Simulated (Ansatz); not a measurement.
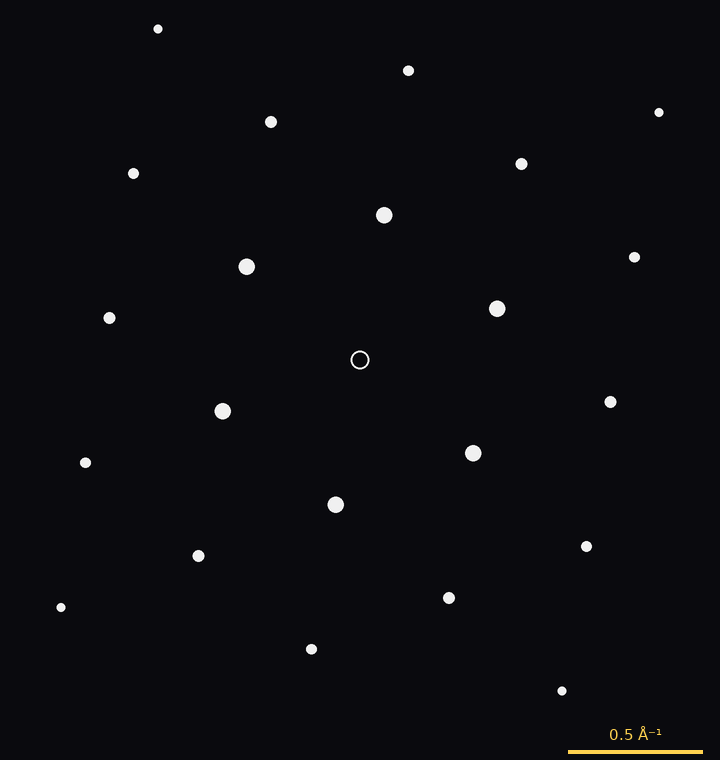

The pattern is a kinematic simulation for 120 kV electrons (no multiple scattering; isotropic B = 0.5 Å²).

Candidate phases (model or computed cells):
A. Ir, space group Cmcm (No. 63), a = 2.652 Å, b = 6.449 Å, c = 3.574 Å
B. Ir, space group P6_3/mmc (No. 194), a = 2.719 Å, c = 8.893 Å (hexagonal axes)
C. Ir, space group Pm-3m (No. 221), a = 2.57 Å
D. Ir, space group Cmcm (No. 63), a = 2.678 Å, b = 6.543 Å, c = 3.605 Å

**Identify the phase and the zone axis.**

Candidate C (Ir), along [111] or an equivalent direction. The spots form a hexagonal net with both shortest vectors at d = 1.82 Å, 60.0° apart. They index as -1 1 0 and -1 0 1; no zone of the other candidates with indices up to 3 has this net.
